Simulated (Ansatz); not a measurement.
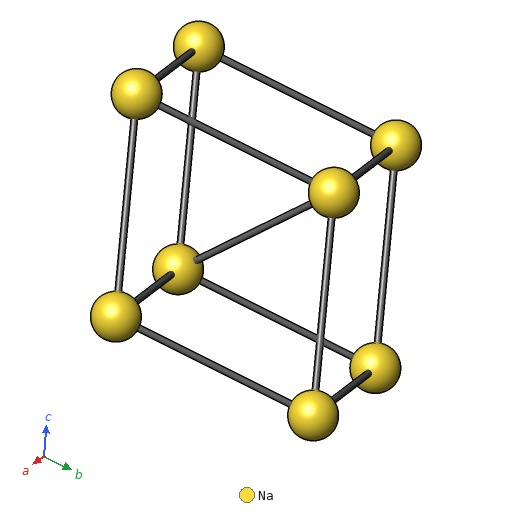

System: Na, space group Im-3m (No. 229). The picture shows the cell.

Structure:
```
CELL_PARAMETERS angstrom
-2.11750 2.11750 2.11750
2.11750 -2.11750 2.11750
2.11750 2.11750 -2.11750
ATOMIC_POSITIONS crystal
Na 0.00000 0.00000 0.00000
```

Computed with Ansatz 0.2.0: biaxial strain in the xy plane and strain along z of a crystal, fractional coordinates fixed, by plane-wave density functional theory with PAW datasets, free energies less that of the undisturbed cell. Level: PBEsol, no spin polarisation.

```json
{"setting": "wave cutoff", "value": "420 eV"}
{"setting": "k mesh", "value": "16×16×16"}
{"setting": "occupations", "value": "Gaussian"}
{"setting": "smearing width", "value": "0.15 eV"}
{"setting": "k shift", "value": "(0, 0, 0) (mesh steps)"}
{"setting": "start", "value": "as given"}
```

Describe the result: the map of the energy change over strain zz and strain xx = yy. The grid: strain zz −0.03, −0.015, 0, 0.015, 0.03 ; strain xx = yy −0.03, −0.015, 0, 0.015, 0.03.

At the origin a neighbouring grid point lies 1.81 meV/atom lower, so the given structure isn't at the minimum of this landscape. The energy change is least, −1.81 meV/atom, at strain zz of −0.015 and strain xx = yy of −0.015, and largest, 13.14 meV/atom, at strain zz of 0.03 and strain xx = yy of 0.03. Near the origin the softest direction lies along strain zz, turned by about 26° so that strain xx = yy takes the opposite sign; the curvature across the valley is 24.9 times that along it.

Energy change (meV/atom); rows strain xx = yy, columns strain zz:
```json
{"": "-0.03", "-0.03": "0.09", "-0.015": "-0.95", "0": "-1.51", "0.015": "-1.64", "0.03": "-1.38"}
{"": "-0.015", "-0.03": "-1.58", "-0.015": "-1.81", "0": "-1.58", "0.015": "-0.92", "0.03": "0.10"}
{"": "0", "-0.03": "-1.47", "-0.015": "-0.96", "0": "0.00", "0.015": "1.37", "0.03": "3.10"}
{"": "0.015", "-0.03": "0.26", "-0.015": "1.45", "0": "3.08", "0.015": "5.11", "0.03": "7.49"}
{"": "0.03", "-0.03": "3.48", "-0.015": "5.30", "0": "7.54", "0.015": "10.17", "0.03": "13.14"}
```

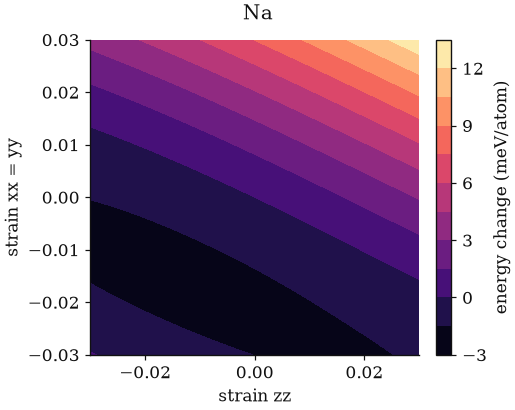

Caveats: reference crystal is not relaxed.
